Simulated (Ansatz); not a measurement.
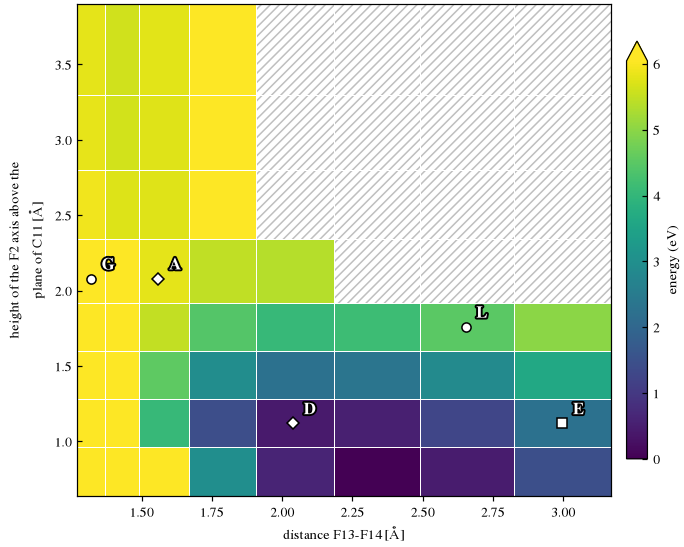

F₂ on a C(101) slab cut from the P6/mmm phase, its upper half relaxed before the scan (12 atoms of substrate and one adsorbate in a 2 × 1 cell). F2 lies flat over one site of a rigid substrate while its bond length and height are varied; it sits over a top site over C11, heights counted from the top plane, its axis along the second surface vector. First axis: distance F13-F14. Second axis: height of the F2 axis above the plane of C11. The scan uses an 8 × 8 grid. At 15 points there is no value (left out: too close to the surface, or the stretched molecule far from it). Points are written as (first, second). Energies: eV, counted from the lowest grid point. Computed with DFT PBE, scalar-relativistic, plane waves, PAW (Ansatz). Settings: cutoff 420 eV, k-mesh 6×3×1, gaussian smearing 0.1 eV, no spin polarisation.

The picture shows one coloured cell a grid point, one colour for all values above the top of the scale, hatched blanks where no value was computed, lettered points.

Question: Is G the lowest point of the computed grid?

Answer: No. G lies 6.5 eV above the lowest grid point, which is at (2.332 Å, 0.80 Å).

Question: Rank the lettered points by energy, lowest first.

Answer: D (0.41 eV), E (2.3 eV), L (4.5 eV), A (5.8 eV), G (6.5 eV).

PAW datasets: the set soft_1.
